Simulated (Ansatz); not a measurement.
```yaml
crystal:
  lattice:
    - [6.32616, 0.00000, 0.00000]
    - [0.00000, 6.32616, 0.00000]
    - [0.00000, 0.00000, 6.32616]
  atoms:
    - { symbol: Na, position: [0.00000, 0.00000, 0.00000] }
    - { symbol: Na, position: [0.50000, 0.50000, 0.00000] }
    - { symbol: Na, position: [0.50000, 0.00000, 0.50000] }
    - { symbol: Na, position: [0.00000, 0.50000, 0.50000] }
    - { symbol: I, position: [0.50000, 0.00000, 0.00000] }
    - { symbol: I, position: [0.00000, 0.50000, 0.00000] }
    - { symbol: I, position: [0.00000, 0.00000, 0.50000] }
    - { symbol: I, position: [0.50000, 0.50000, 0.50000] }
```

Space group Fm-3m; changed on purpose from its base cell (volume × 0.91).

Theory: DFT PBE, scalar-relativistic, plane waves, PAW in Ansatz.

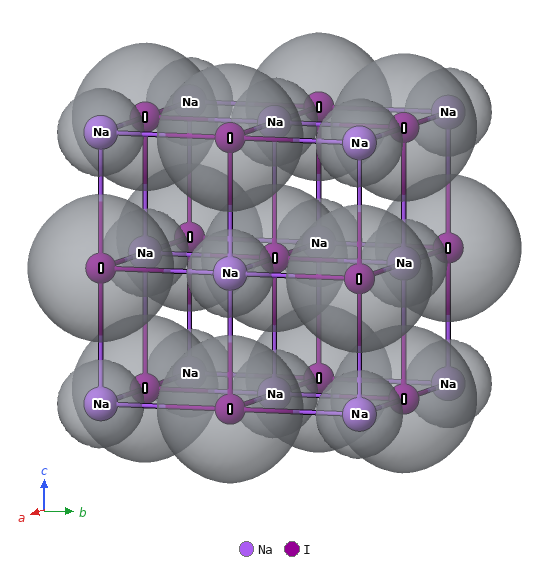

NaI. Isosurface of the valence pseudo-density at 0.1 e/Å³ (grey), seen slightly off an axis. Sticks mark near contacts.

The density is the valence pseudo-density of a PAW calculation; it isn't the true density close to the nuclei.

### Which contacts does the surface bridge?

At this value the density breaks into separate islands; it holds about 95 % of the electrons treated as valence (semicore included). It bridges none of the near contacts. It is pinched off along the shortest Na–I (3.16 Å) contacts. On the grid the lowest density along these lines, outside the cores, is 0.07 e/Å³ (Na–I, 3.16 Å).

### Does the calculation give a band gap?

It is gapped, with a Kohn–Sham gap of 3.8 eV on the k-point mesh, an upper bound to the gap of this method.
